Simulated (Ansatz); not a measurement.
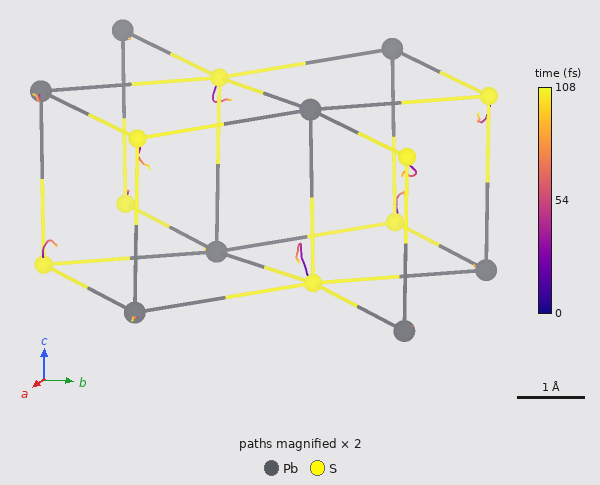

A Born-Oppenheimer molecular dynamics run of a 16-atom cell of PbS (set up in Aem2), 108 fs long. Lines trace each atom's path, coloured by time; spheres stand at the starting positions. The excursions are magnified 2 times. Seen slightly off an axis in the simulation cell, with the vacuum cut short.

Theory: DFT PBEsol, scalar-relativistic, plane waves, PAW in Ansatz 0.2.0. Set-up: plane-wave cutoff 420 eV; k-point mesh 1 × 1 × 1; Fermi-Dirac smearing 0.02 eV; Langevin thermostat (NVT); set temperature 200 K; time step 1.5 fs; friction 0.05 per fs.

Input
```yaml
crystal:
  lattice:
    - [0.0, -6.00875006, -6.01236158]
    - [0.0, -6.00875006, 6.01236158]
    - [-11.29827708, 0.0, 0.0]
  atoms:
    - { symbol: Pb, position: [0.371680985, 0.378319015, 0.3754186] }
    - { symbol: Pb, position: [0.371680985, 0.878319015, 0.3754186] }
    - { symbol: Pb, position: [0.871680985, 0.378319015, 0.3754186] }
    - { symbol: Pb, position: [0.871680985, 0.878319015, 0.3754186] }
    - { symbol: Pb, position: [0.121680985, 0.128319015, 0.6245814] }
    - { symbol: Pb, position: [0.121680985, 0.628319015, 0.6245814] }
    - { symbol: Pb, position: [0.621680985, 0.128319015, 0.6245814] }
    - { symbol: Pb, position: [0.621680985, 0.628319015, 0.6245814] }
    - { symbol: S, position: [0.117819015, 0.132180985, 0.38632475] }
    - { symbol: S, position: [0.117819015, 0.632180985, 0.38632475] }
    - { symbol: S, position: [0.617819015, 0.132180985, 0.38632475] }
    - { symbol: S, position: [0.617819015, 0.632180985, 0.38632475] }
    - { symbol: S, position: [0.367819015, 0.382180985, 0.61367525] }
    - { symbol: S, position: [0.367819015, 0.882180985, 0.61367525] }
    - { symbol: S, position: [0.867819015, 0.382180985, 0.61367525] }
    - { symbol: S, position: [0.867819015, 0.882180985, 0.61367525] }
basis:
  ecutwfc: 420
kpoints:
  mp_grid: { grid: [1, 1, 1], shift: [0.0, 0.0, 0.0] }
hamiltonian:
  xc: pbesol
scf:
  occupations: { method: fermi_dirac, width: 0.02 }
  lower_state_search: "off"
  convergence: { dr2_threshold: 1.0e-07 }
output:
  forces: true
  stress: true
md:
  timestep: 1.5
  n_steps: 72
  ensemble: nvt_langevin
  temperature: 200.0
  initial_velocities: maxwell_boltzmann
  seed: 54890
  friction: 0.05
```

Run as
```bash
ansatz run input.yaml --threads 4 --pin off --max-ram 5120MiB --backend cpu --events-out ev --progress --plain --runs-dir out
```

**How do the atoms move?**

Root-mean-square distances from the starting positions over the second half, with the common drift of all atoms taken out: S 0.20 Å, Pb 0.08 Å. The run lasts only 108 fs, too short to tell vibration from diffusion. The mean temperature in the second half is 186 K (standard deviation 29 K). The potential energy in the second half lies on average 57.2 meV per atom below the first frame. That a heated cell lies below the ordered start is most likely an artefact of the coarse k-point mesh.
